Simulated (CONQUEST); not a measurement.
**Single-point calculation, with input and output: AlN**

The run: single-point calculation of AlN (P6₃/mmc, 8 atoms in the cell). Method and program: Kohn-Sham DFT of a periodic cell, RPBE, PseudoDojo NC PBEsol (CONQUEST 1.3).

The structure derives from a Materials Project entry.

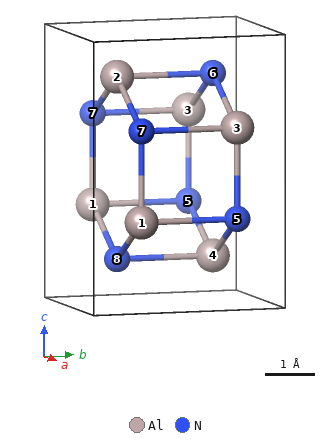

*The structure (ball-and-stick view of the cell of the calculation, seen slightly off an axis; atoms are numbered from 1 in the order of the input).*

### Input
```
IO.Title AlN
IO.Coordinates coords.dat
IO.FractionalAtomicCoords T
IO.Iprint 2
IO.Iprint_init 1
General.NumberOfSpecies 2
General.PseudopotentialType hamann
General.FunctionalType 104
General.DifferentFunctional F
AtomMove.TypeOfRun static
AtomMove.FullStress T
Grid.GridCutoff 150
DM.SolutionMethod diagon
Diag.MPMesh T
Diag.GammaCentred T
Diag.MPMeshX 4
Diag.MPMeshY 3
Diag.MPMeshZ 2
Diag.kT 0.00099223
minE.SCTolerance 1e-6
SC.MaxIters 80
IO.AtomChargeOutput T
%block ChemicalSpeciesLabel
1 26.980 Al
2 14.010 N
%endblock
```

Command:
```bash
Conquest
```

### The program's output
```
________________________________________________________________________

                                    CONQUEST

                Concurrent Order N QUantum Electronic STructure
    ________________________________________________________________________

     Conquest lead developers:
      D.R.Bowler (UCL, NIMS), T.Miyazaki (NIMS), A.Nakata (NIMS),
      L. Truflandier (U. Bordeaux)

     Developers:
      M.Arita (NIMS), J.S.Baker (UCL), V.Brazdova (UCL), R.Choudhury (UCL),
      S.Y.Mujahed (UCL), J.T.Poulton (UCL), Z.Raza (NIMS), A.Sena (UCL),
      U.Terranova (UCL), L.Tong (UCL), A.Torralba (NIMS)

     Early development:
      I.J.Bush (STFC), C.M.Goringe (Keele), E.H.Hernandez (Keele)

     Original inspiration and project oversight:
      M.J.Gillan (Keele, UCL)
    ________________________________________________________________________

          Reading ion files

          symbol = Al
          label = Al
          z =     13.00000
          zval_int, zval =      3.00000
          mass =      26.9800000000000
          self_energy =      0.00000000000000
          lmax_basis, n_orbnl =    1   2
          lmax_projs, n_pjnl =    2   6
          XC functional code =  -116133
          symbol = N
          label = N
          z =      7.00000
          zval_int, zval =      5.00000
          mass =      14.0100000000000
          self_energy =      0.00000000000000
          lmax_basis, n_orbnl =    1   2
          lmax_projs, n_pjnl =    1   4
          XC functional code =  -116133
  Error in process    1
  Functional in input file differs to pseudopotential:        104   -116133

MPI_ABORT
```

### File coords.dat
```
    6.2589916454     0.0000000000     0.0000000000
    0.0000000000     7.9133471996     0.0000000000
    0.0000000000     0.0000000000    10.8408915327
8
  0.0000000000   0.2500000000   0.3333333330 1 T T T
  0.5000000000   0.2500000000   0.8333333330 1 T T T
  0.0000000000   0.7500000000   0.6666666670 1 T T T
  0.5000000000   0.7500000000   0.1666666670 1 T T T
  0.0000000000   0.7500000000   0.3333333330 2 T T T
  0.5000000000   0.7500000000   0.8333333330 2 T T T
  0.0000000000   0.2500000000   0.6666666670 2 T T T
  0.5000000000   0.2500000000   0.1666666670 2 T T T
```

### Outcome

| quantity | value |
| --- | --- |
| outcome | refused by the program |
| space group (tolerance 0.01 Å) | P6₃/mmc (194) |
| hardware | 1 thread of AMD EPYC (Zen 5), 16 GiB of memory available, shared host |

### Diagnosis

Some settings of this run were drawn to be unusual or wrong (General.FunctionalType set to 104; General.DifferentFunctional set to F). The program refused the input: “Error: Functional in input file differs to pseudopotential:        104   -116133”
